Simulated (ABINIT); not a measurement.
## Run report: Ti, band-structure run (part 3 of 3)

Continued. System: Ti (Im-3m, 1 atom in the cell). Method: Kohn-Sham DFT of a periodic cell, r2SCAN, SG15 NC PBE v1.2, no spin polarisation (ABINIT 10.8.3); cutoff 1360.57 eV, 11×11×11 k-mesh, fermi-dirac of 0.05 eV. The structure derives from an entry of the Crystallography Open Database.

Geometry of the input (Å; fractional positions):
```
-1.6410  1.6410  1.6410
1.6410  -1.6410  1.6410
1.6410  1.6410  -1.6410
Ti 0.0000  0.0000  0.0000
```

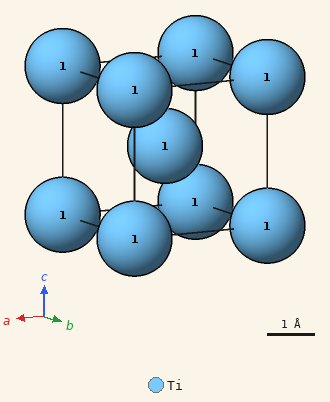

**Figure 1.** The input geometry (spheres-only view of the cell 2 times as large as that of the calculation, set on its symmetry axes, seen at an oblique angle; atoms are numbered from 1 in the order of the input).

The program's output, continued
```
 cartesian coordinates (angstrom) at end:
    1      0.00000000000000     0.00000000000000     0.00000000000000
 length scales=  5.371159828062  5.371159828062  5.371159828062 bohr
              =  2.842295375200  2.842295375200  2.842295375200 angstroms
 Eigenvalues (hartree) for nkpt=  30  k points:
 kpt#   1, nband= 14, wtk=  1.00000, kpt=  0.0000  0.0000  0.0000 (reduced coord)
  -1.89201   -0.96070   -0.96070   -0.96070    0.05549    0.33606    0.33606    0.33606
   0.40138    0.40138    0.95551    0.95551    0.95551    1.18074
 kpt#   2, nband= 14, wtk=  1.00000, kpt=  0.0714 -0.0714  0.0714 (reduced coord)
  -1.89157   -0.96236   -0.96144   -0.96144    0.06860    0.33466    0.33466    0.34086
   0.38972    0.40558    0.92835    0.96557    0.96557    1.10498
 kpt#   3, nband= 14, wtk=  1.00000, kpt=  0.1429 -0.1429  0.1429 (reduced coord)
  -1.89038   -0.96651   -0.96355   -0.96355    0.10527    0.33346    0.33346    0.35460
   0.35851    0.41564    0.88947    0.96484    0.96484    0.99272
 kpt#   4, nband= 14, wtk=  1.00000, kpt=  0.2143 -0.2143  0.2143 (reduced coord)
  -1.88874   -0.97123   -0.96669   -0.96669    0.15678    0.31710    0.33869    0.33869
   0.37526    0.42629    0.86489    0.90293    0.90293    0.90773
 kpt#   5, nband= 14, wtk=  1.00000, kpt=  0.2857 -0.2857  0.2857 (reduced coord)
  -1.88705   -0.97477   -0.97027   -0.97027    0.20444    0.27561    0.35536    0.35536
   0.39942    0.44194    0.81154    0.81154    0.85341    0.86834
 kpt#   6, nband= 14, wtk=  1.00000, kpt=  0.3571 -0.3571  0.3571 (reduced coord)
  -1.88563   -0.97646   -0.97358   -0.97358    0.22317    0.24162    0.38498    0.38498
   0.42244    0.48676    0.71971    0.71971    0.84958    0.86533
 kpt#   7, nband= 14, wtk=  1.00000, kpt=  0.4286 -0.4286  0.4286 (reduced coord)
  -1.88472   -0.97681   -0.97592   -0.97592    0.21740    0.21970    0.42270    0.42270
   0.43913    0.56030    0.64223    0.64223    0.84903    0.86560
 kpt#   8, nband= 14, wtk=  1.00000, kpt=  0.5000 -0.5000  0.5000 (reduced coord)
  -1.88440   -0.97677   -0.97677   -0.97677    0.21216    0.21216    0.44525    0.44525
   0.44525    0.60609    0.60609    0.60609    0.84914    0.84914
 kpt#   9, nband= 14, wtk=  1.00000, kpt=  0.4000 -0.4000  0.5000 (reduced coord)
  -1.88470   -0.97750   -0.97595   -0.97530    0.21842    0.21873    0.41689    0.42112
   0.44648    0.58906    0.60843    0.64052    0.85362    0.87242
 kpt#  10, nband= 14, wtk=  1.00000, kpt=  0.3000 -0.3000  0.5000 (reduced coord)
  -1.88548   -0.97939   -0.97379   -0.97140    0.23131    0.23678    0.36645    0.37861
   0.44972    0.54716    0.61343    0.71021    0.85092    0.93560
 kpt#  11, nband= 14, wtk=  1.00000, kpt=  0.2000 -0.2000  0.5000 (reduced coord)
  -1.88644   -0.98172   -0.97110   -0.96649    0.22752    0.26570    0.32188    0.36646
   0.45380    0.49440    0.61893    0.78953    0.83511    1.03029
 kpt#  12, nband= 14, wtk=  1.00000, kpt=  0.1000 -0.1000  0.5000 (reduced coord)
  -1.88722   -0.98358   -0.96889   -0.96243    0.20779    0.29248    0.30076    0.38753
   0.44256    0.45716    0.62325    0.81210    0.86940    1.10078
 kpt#  13, nband= 14, wtk=  1.00000, kpt=  0.0000  0.0000  0.5000 (reduced coord)
  -1.88752   -0.98429   -0.96805   -0.96087    0.19828    0.28227    0.32280    0.40132
   0.41454    0.45845    0.62491    0.79968    0.91900    1.04592
 kpt#  14, nband= 14, wtk=  1.00000, kpt=  0.0000  0.0000  0.4000 (reduced coord)
  -1.88795   -0.98212   -0.96735   -0.96085    0.18871    0.28676    0.30840    0.40014
   0.41227    0.44293    0.66655    0.81649    0.94663    1.03990
 kpt#  15, nband= 14, wtk=  1.00000, kpt=  0.0000  0.0000  0.3000 (reduced coord)
  -1.88908   -0.97636   -0.96553   -0.96081    0.15201    0.29907    0.30474    0.39391
   0.40748    0.40763    0.76030    0.86171    1.01778    1.02169
 kpt#  16, nband= 14, wtk=  1.00000, kpt=  0.0000  0.0000  0.2000 (reduced coord)
  -1.89047   -0.96907   -0.96326   -0.96075    0.10397    0.31555    0.32139    0.37106
   0.38923    0.40354    0.86165    0.91833    0.99389    1.11257
 kpt#  17, nband= 14, wtk=  1.00000, kpt=  0.0000  0.0000  0.1000 (reduced coord)
  -1.89159   -0.96304   -0.96141   -0.96071    0.06832    0.33014    0.33370    0.34525
   0.39512    0.40176    0.93252    0.95175    0.96688    1.14489
 kpt#  18, nband= 14, wtk=  1.00000, kpt=  0.0000  0.0000  0.0000 (reduced coord)
  -1.89201   -0.96070   -0.96070   -0.96070    0.05549    0.33606    0.33606    0.33606
   0.40138    0.40138    0.95551    0.95551    0.95551    1.18074
 kpt#  19, nband= 14, wtk=  1.00000, kpt=  0.0417  0.0417  0.0417 (reduced coord)
  -1.89157   -0.96333   -0.96097   -0.96097    0.06885    0.33081    0.33081    0.34724
   0.39853    0.39853    0.94053    0.94053    0.96676    1.17553
 kpt#  20, nband= 14, wtk=  1.00000, kpt=  0.0833  0.0833  0.0833 (reduced coord)
  -1.89043   -0.96968   -0.96187   -0.96187    0.10619    0.31405    0.31405    0.37930
   0.39735    0.39735    0.88480    0.88480    1.00050    1.03154
 kpt#  21, nband= 14, wtk=  1.00000, kpt=  0.1250  0.1250  0.1250 (reduced coord)
  -1.88904   -0.97612   -0.96354   -0.96354    0.15999    0.29206    0.29206    0.40245
   0.40245    0.42750    0.81050    0.81050    0.88816    1.05671
 kpt#  22, nband= 14, wtk=  1.00000, kpt=  0.1667  0.1667  0.1667 (reduced coord)
  -1.88791   -0.97924   -0.96603   -0.96603    0.21785    0.27509    0.27509    0.40963
   0.40963    0.48503    0.74013    0.74013    0.76823    1.13532
 kpt#  23, nband= 14, wtk=  1.00000, kpt=  0.2083  0.2083  0.2083 (reduced coord)
  -1.88731   -0.97761   -0.96912   -0.96912    0.25965    0.26757    0.26757    0.41494
   0.41494    0.55038    0.68032    0.68032    0.68802    1.23622
 kpt#  24, nband= 14, wtk=  1.00000, kpt=  0.2500  0.2500  0.2500 (reduced coord)
  -1.88717   -0.97234   -0.97234   -0.97234    0.26810    0.26810    0.26810    0.41684
   0.41684    0.63286    0.63286    0.63286    0.65484    1.35921
 kpt#  25, nband= 14, wtk=  1.00000, kpt=  0.2917  0.1250  0.2917 (reduced coord)
  -1.88717   -0.97507   -0.97507   -0.96654    0.25813    0.27128    0.27128    0.41475
   0.41475    0.60118    0.60118    0.64099    0.75151    1.23201
 kpt#  26, nband= 14, wtk=  1.00000, kpt=  0.3333  0.0000  0.3333 (reduced coord)
  -1.88695   -0.97685   -0.97685   -0.96360    0.25909    0.26950    0.26950    0.41003
   0.41003    0.58973    0.58973    0.64063    0.88943    1.10569
 kpt#  27, nband= 14, wtk=  1.00000, kpt=  0.3750 -0.1250  0.3750 (reduced coord)
  -1.88635   -0.97753   -0.97753   -0.96511    0.25678    0.25678    0.28638    0.41055
   0.41055    0.59473    0.59473    0.64149    0.99890    0.99891
 kpt#  28, nband= 14, wtk=  1.00000, kpt=  0.4167 -0.2500  0.4167 (reduced coord)
  -1.88548   -0.97740   -0.97740   -0.96986    0.23644    0.23644    0.34043    0.42166
   0.42166    0.60374    0.60374    0.63777    0.91697    0.91697
 kpt#  29, nband= 14, wtk=  1.00000, kpt=  0.4583 -0.3750  0.4583 (reduced coord)
  -1.88471   -0.97698   -0.97698   -0.97474    0.21890    0.21890    0.40731    0.43740
   0.43740    0.60690    0.60690    0.62209    0.86602    0.86602
 kpt#  30, nband= 14, wtk=  1.00000, kpt=  0.5000 -0.5000  0.5000 (reduced coord)
  -1.88440   -0.97677   -0.97677   -0.97677    0.21216    0.21216    0.44525    0.44525
   0.44525    0.60609    0.60609    0.60609    0.84914    0.84914

== END DATASET(S) ==============================================================
================================================================================

 -outvars: echo values of variables after computation  --------
            acell      5.3711598281E+00  5.3711598281E+00  5.3711598281E+00 Bohr
           etotal1    -5.7694454518E+01
            fcart1    -0.0000000000E+00 -0.0000000000E+00 -0.0000000000E+00
            rprim     -5.7735026920E-01  5.7735026920E-01  5.7735026920E-01
                       5.7735026920E-01 -5.7735026920E-01  5.7735026920E-01
                       5.7735026920E-01  5.7735026920E-01 -5.7735026920E-01
           strten1     8.5651765478E-05  8.5651765478E-05  8.5651765478E-05
                       0.0000000000E+00  0.0000000000E+00  0.0000000000E+00
 Calculation completed.
```

Summary

| quantity | value |
| --- | --- |
| outcome | converged |
| space group (tolerance 0.01 Å) | Im-3m (229) |
| electrons treated | 12 |
| free energy | −1569.9461 eV |
| Fermi energy | 7.977 eV |
| gap on the k-point mesh | none (metallic) |
| pressure | −2.52 GPa |
| largest force (length of the vector) | under 0.001 eV/Å |
| hardware | 1 thread of Arm Neoverse V2, 24 GiB of memory available, shared host |
| wall time | 1.9 min |
| peak memory | 0.1 GiB |

The record of the run, not the program, notes: usekden=1 mkcore_alt not yet in production. You have been warned! May not work with PAW or NC. Points of doubt noted for this run: meta gga on norm conserving file of another functional.
